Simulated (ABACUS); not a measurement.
Band-structure run, with input and output: ZrO2 (part 2 of 2)

Continued. System: ZrO2 (Fm-3m, 3 atoms in the cell). Method: Kohn-Sham DFT of a periodic cell, PBE, SG15 ONCV 1.2 PBE, no spin polarisation (ABACUS 3.10.1); cutoff 1360.57 eV, 8×8×8 k-mesh, fermi-dirac of 0.05 eV. The structure derives from a Materials Project entry.

Geometry of the input (Å; fractional positions):
```
0.0000  2.5451  2.5451
2.5451  0.0000  2.5451
2.5451  2.5451  0.0000
Zr 0.0000  0.0000  0.0000
O  0.7500  0.7500  0.7500
O  0.2500  0.2500  0.2500
```

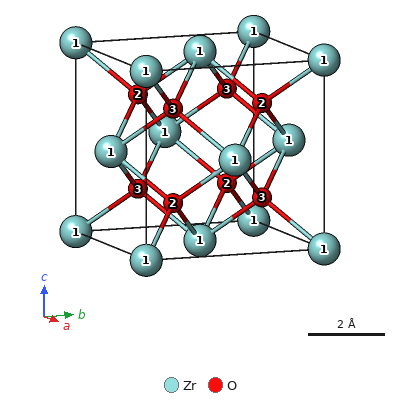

Figure 1. The structure (ball-and-stick view of the cell 4 times as large as that of the calculation, set on its symmetry axes, seen slightly off an axis; atoms are numbered from 1 in the order of the input).

### What the program printed, continued
```
----------------------------------------------------------
     Energy           Rydberg                 eV
----------------------------------------------------------
 E_KohnSham     -159.2166171580      -2166.2532096331
 E_Harris       -159.3204870736      -2167.6664323367
 E_Fermi        0.9748276583         13.2632107204
----------------------------------------------------------

 LCAO ALGORITHM --------------- ION=   1  ELEC=   4--------------------------------

 Density error is 0.0275352047665
----------------------------------------------------------
     Energy           Rydberg                 eV
----------------------------------------------------------
 E_KohnSham     -159.2155724823      -2166.2389960914
 E_Harris       -159.5077289642      -2170.2139889526
 E_Fermi        1.0275916644         13.9811018533
----------------------------------------------------------

 LCAO ALGORITHM --------------- ION=   1  ELEC=   5--------------------------------

 Density error is 0.00531338480027
----------------------------------------------------------
     Energy           Rydberg                 eV
----------------------------------------------------------
 E_KohnSham     -159.2200160981      -2166.2994545854
 E_Harris       -159.2239913550      -2166.3535407313
 E_Fermi        1.0412415285         14.1668177812
----------------------------------------------------------

 LCAO ALGORITHM --------------- ION=   1  ELEC=   6--------------------------------

 Density error is 0.000552913385917
----------------------------------------------------------
     Energy           Rydberg                 eV
----------------------------------------------------------
 E_KohnSham     -159.2202128989      -2166.3021321978
 E_Harris       -159.2193504445      -2166.2903979041
 E_Fermi        1.0452657268         14.2215698086
----------------------------------------------------------

 LCAO ALGORITHM --------------- ION=   1  ELEC=   7--------------------------------

 Density error is 7.94758580789e-05
----------------------------------------------------------
     Energy           Rydberg                 eV
----------------------------------------------------------
 E_KohnSham     -159.2202146193      -2166.3021556056
 E_Harris       -159.2192948243      -2166.2896411528
 E_Fermi        0.9635081494         13.1092009011
----------------------------------------------------------

 LCAO ALGORITHM --------------- ION=   1  ELEC=   8--------------------------------

 Density error is 2.84817913789e-05
----------------------------------------------------------
     Energy           Rydberg                 eV
----------------------------------------------------------
 E_KohnSham     -159.2202146700      -2166.3021562948
 E_Harris       -159.2201011595      -2166.3006119062
 E_Fermi        0.9636017318         13.1104741546
----------------------------------------------------------

 LCAO ALGORITHM --------------- ION=   1  ELEC=   9--------------------------------

 Density error is 1.5315766098e-06
----------------------------------------------------------
     Energy           Rydberg                 eV
----------------------------------------------------------
 E_KohnSham     -159.2202146755      -2166.3021563696
 E_Harris       -159.2202045075      -2166.3020180279
 E_Fermi        0.9635826380         13.1102143705
----------------------------------------------------------

 LCAO ALGORITHM --------------- ION=   1  ELEC=  10--------------------------------

 Density error is 2.32202065793e-07
----------------------------------------------------------
     Energy           Rydberg                 eV
----------------------------------------------------------
 E_KohnSham     -159.2202146755      -2166.3021563700
 E_Harris       -159.2202183761      -2166.3022067190
 E_Fermi        0.9635815159         13.1101991033
----------------------------------------------------------

 LCAO ALGORITHM --------------- ION=   1  ELEC=  11--------------------------------

 Density error is 5.88393517288e-09
----------------------------------------------------------
     Energy           Rydberg                 eV
----------------------------------------------------------
 E_KohnSham     -159.2202146755      -2166.3021563700
 E_KS(sigma->0) -159.2202146755      -2166.3021563699
 E_Harris       -159.2202148873      -2166.3021592519
 E_band         -4.4899349845        -61.0886994384
 E_one_elec     -25.4642850665       -346.4593724005
 E_Hartree      27.4561629760        373.5602616905
 E_xc           -26.0887809575       -354.9560748952
 E_Ewald        -135.1233116276      -1838.4469707646
 E_entropy(-TS) -0.0000000000        -0.0000000001
 E_descf        0.0000000000         0.0000000000
 E_exx          0.0000000000         0.0000000000
 E_Fermi        0.9635815864         13.1102000633
----------------------------------------------------------

 charge density convergence is achieved
 final etot is -2166.3021564 eV
 EFERMI = 13.110200063 eV

 STATE ENERGY(eV) AND OCCUPATIONS    NSPIN == 1
 1/29 kpoint (Cartesian) = 0.0000 0.0000 0.0000 (940 pws)
       1       -35.9729     0.00390625
       2       -13.7962     0.00390625
       3       -13.7962     0.00390625
       4       -13.7962     0.00390625
       5       -6.00833     0.00390625
       6       -3.44095     0.00390625
       7        6.91479     0.00390625
       8        6.91479     0.00390625
       9        6.91479     0.00390625
      10        11.6172     0.00390625
      11        11.6172     0.00390625
      12        11.6172     0.00390625
      13        15.4857    9.08171e-24
      14        15.4857    9.08171e-24
      15        18.7885    1.86410e-52
      16        21.4853    7.02244e-76
      17        21.4853    7.02244e-76
      18        21.4853    7.02244e-76
      19        26.5800        0.00000
      20        26.5800        0.00000
      21        26.5800        0.00000
      22        34.9139        0.00000

 2/29 kpoint (Cartesian) = 0.024557 0.024557 0.024557 (948 pws)
       1       -35.9661      0.0312500
       2       -13.9063      0.0312500
       3       -13.8065      0.0312500
       4       -13.8065      0.0312500
       5       -5.79258      0.0312500
       6       -3.59962      0.0312500
       7        7.06565      0.0312500
       8        7.06565      0.0312500
       9        7.33521      0.0312500
      10        11.2511      0.0312500
      11        11.3385      0.0312500
      12        11.3385      0.0312500
      13        15.7708    2.42950e-25
      14        15.7708    2.42950e-25
      15        19.2560    1.29852e-55
      16        20.9809    1.35070e-70
      17        21.2618    4.91237e-73
      18        21.2618    4.91237e-73
      19        26.2361        0.00000
      20        27.0716        0.00000
      21        27.0716        0.00000
      22        35.3662        0.00000

 3/29 kpoint (Cartesian) = 0.049115 0.049115 0.049115 (944 pws)
       1       -35.9498      0.0312500
       2       -14.1548      0.0312500
       3       -13.8313      0.0312500
       4       -13.8313      0.0312500
       5       -5.32750      0.0312500
       6       -3.88206      0.0312500
       7        7.43553      0.0312500
       8        7.43553      0.0312500
       9        8.32535      0.0312500
      10        10.5204      0.0312500
      11        10.8502      0.0312500
      12        10.8502      0.0312500
      13        16.1809    6.65180e-29
      14        16.1809    6.65180e-29
      15        18.9914    2.57749e-53
      16        20.8412    2.20927e-69
      17        20.8412    2.20927e-69
      18        21.2783    3.52530e-73
      19        25.5462        0.00000
      20        28.4247        0.00000
      21        28.4247        0.00000
      22        34.0574        0.00000

 4/29 kpoint (Cartesian) = 0.073672 0.073672 0.073672 (951 pws)
       1       -35.9333      0.0312500
       2       -14.3831      0.0312500
       3       -13.8558      0.0312500
       4       -13.8558      0.0312500
       5       -5.06054      0.0312500
       6       -3.91083      0.0312500
       7        7.79570      0.0312500
       8        7.79570      0.0312500
       9        9.26602      0.0312500
      10        9.91088      0.0312500
      11        10.5635      0.0312500
      12        10.5635      0.0312500
      13        16.2227    2.88247e-29
      14        16.2227    2.88247e-29
      15        18.3097    2.15231e-47
      16        20.6187    1.88997e-67
      17        20.6187    1.88997e-67
      18        21.6241    3.49757e-76
      19        25.6361        0.00000
      20        30.2912        0.00000
      21        30.2912        0.00000
      22        33.2221        0.00000

 5/29 kpoint (Cartesian) = 0.098229 0.098229 0.098229 (948 pws)
       1       -35.9265      0.0156250
       2       -14.4727      0.0156250
       3       -13.8659      0.0156250
       4       -13.8659      0.0156250
       5       -5.04742      0.0156250
       6       -3.80912      0.0156250
       7        7.93138      0.0156250
       8        7.93138      0.0156250
       9        9.62845      0.0156250
      10        9.67688      0.0156250
      11        10.5093      0.0156250
      12        10.5093      0.0156250
      13        16.1274    9.69117e-29
      14        16.1274    9.69117e-29
      15        18.2175    6.80171e-47
      16        20.5907    1.65518e-67
      17        20.5907    1.65518e-67
      18        21.2825    1.62190e-73
      19        26.1807        0.00000
      20        31.3541        0.00000
      21        31.3541        0.00000
      22        33.5673        0.00000

 6/29 kpoint (Cartesian) = 0.0000 0.0000 0.049115 (945 pws)
       1       -35.9639      0.0234375
       2       -13.9187      0.0234375
       3       -13.8219      0.0234375
       4       -13.8219      0.0234375
       5       -5.71467      0.0234375
       6       -3.65641      0.0234375
       7        7.10001      0.0234375
       8        7.10001      0.0234375
       9        7.53175      0.0234375
      10        10.4255      0.0234375
      11        11.6511      0.0234375
      12        11.6511      0.0234375
      13        15.6566    1.78573e-24
      14        15.9608    4.07075e-27
      15        19.4802    1.09906e-57
      16        20.9510    1.84226e-70
      17        20.9510    1.84226e-70
      18        21.1881    1.60765e-72
      19        26.3250        0.00000
      20        27.1431        0.00000
      21        27.1431        0.00000
      22        34.6206        0.00000

[... levels at 23 further k points ...]

 correction force for each atom along direction 1 is -3.57422e-14
 correction force for each atom along direction 2 is 1.03313e-13
 correction force for each atom along direction 3 is 1.95691e-13
------------------------------------------------------------------------------------------
 TOTAL-FORCE (eV/Angstrom)
------------------------------------------------------------------------------------------
                       Zr1         0.0000000000         0.0000000000         0.0000000000
                        O1         0.0000000000         0.0000000000         0.0000000000
                        O2         0.0000000000         0.0000000000         0.0000000000
------------------------------------------------------------------------------------------

----------------------------------------------------------------
 TOTAL-STRESS (KBAR)
----------------------------------------------------------------
        43.2285839097        -0.0000000000         0.0000000000
         0.0000000000        43.2285839097         0.0000000000
        -0.0000000000         0.0000000000        43.2285839097
----------------------------------------------------------------
 TOTAL-PRESSURE: 43.228584 KBAR

 --------------------------------------------
 !FINAL_ETOT_IS -2166.3021563699749095 eV
 --------------------------------------------
```

### Standard output
```
ABACUS v3.10.1

               Atomic-orbital Based Ab-initio Computation at UStc

%%%%%%%%%%%%%%%%%%%%%%%%%%%%%%%%%%%%%%%%%%%%%%%%%%%%%%%%%%%%%%%%%%%%%%%%%%%%%%%%%%%%%%%%%%%%%%%%%%%%%%%%%
 Warning: the number of valence electrons in pseudopotential > 4 for Zr: [Kr] 4d2 5s2
 Pseudopotentials with additional electrons can yield (more) accurate outcomes, but may be less efficient.
 If you're confident that your chosen pseudopotential is appropriate, you can safely ignore this warning.
%%%%%%%%%%%%%%%%%%%%%%%%%%%%%%%%%%%%%%%%%%%%%%%%%%%%%%%%%%%%%%%%%%%%%%%%%%%%%%%%%%%%%%%%%%%%%%%%%%%%%%%%%

 UNIFORM GRID DIM        : 45 * 45 * 45
 UNIFORM GRID DIM(BIG)   : 15 * 15 * 15
 ---------------------------------------------------------
 Self-consistent calculations for electrons
 ---------------------------------------------------------
 SPIN    KPOINTS         PROCESSORS  THREADS     NBASE
 1       29              4           4           93
 ---------------------------------------------------------
 Use Systematically Improvable Atomic bases
 ---------------------------------------------------------
 ELEMENT ORBITALS        NBASE       NATOM       XC
 Zr      4s3p3d1f-8au    35          1
 O       3s3p2d1f-6au    29          2
 ---------------------------------------------------------
 Initial plane wave basis and FFT box
 ---------------------------------------------------------
 -------------------------------------------
 SELF-CONSISTENT :
 -------------------------------------------
 START CHARGE      : atomic
 ITER       ETOT/eV          EDIFF/eV         DRHO     TIME/s
 GE1     -2.15917449e+03   0.00000000e+00   1.6654e-01   3.21
 GE2     -2.16226518e+03  -3.09068884e+00   1.6408e-01   2.57
 GE3     -2.16625321e+03  -3.98802792e+00   2.7531e-02   2.94
 GE4     -2.16623900e+03   1.42135417e-02   2.7535e-02   2.89
 GE5     -2.16629945e+03  -6.04584940e-02   5.3134e-03   2.73
 GE6     -2.16630213e+03  -2.67761247e-03   5.5291e-04   2.51
 GE7     -2.16630216e+03  -2.34077862e-05   7.9476e-05   2.84
 GE8     -2.16630216e+03  -6.89184116e-07   2.8482e-05   2.85
 GE9     -2.16630216e+03  -7.48181733e-08   1.5316e-06   2.86
 GE10    -2.16630216e+03  -3.39906835e-10   2.3220e-07   2.78
 GE11    -2.16630216e+03   3.86697195e-13   5.8839e-09   2.78
----------------------------------------------------------------
 TOTAL-STRESS (KBAR)
----------------------------------------------------------------
        43.2285839097        -0.0000000000         0.0000000000
         0.0000000000        43.2285839097         0.0000000000
        -0.0000000000         0.0000000000        43.2285839097
----------------------------------------------------------------
 TOTAL-PRESSURE: 43.228584 KBAR
```

### Key numbers

| quantity | value |
| --- | --- |
| outcome | converged |
| space group (tolerance 0.01 Å) | Fm-3m (225) |
| electrons treated | 24 |
| free energy | −2166.3022 eV |
| Fermi energy of the self-consistent step | 13.110 eV |
| gap on the k-point mesh | 3.33 eV |
| pressure | 4.32 GPa |
| largest force (length of the vector) | under 0.001 eV/Å |
| hardware | 4 threads of AMD EPYC (Zen 3), 16 GiB of memory available, shared host |
| wall time | 37 s (CPU time 2.4 min) |
| peak memory | 0.6 GiB |

### Remarks

Points of doubt noted for this run: home made orbitals.
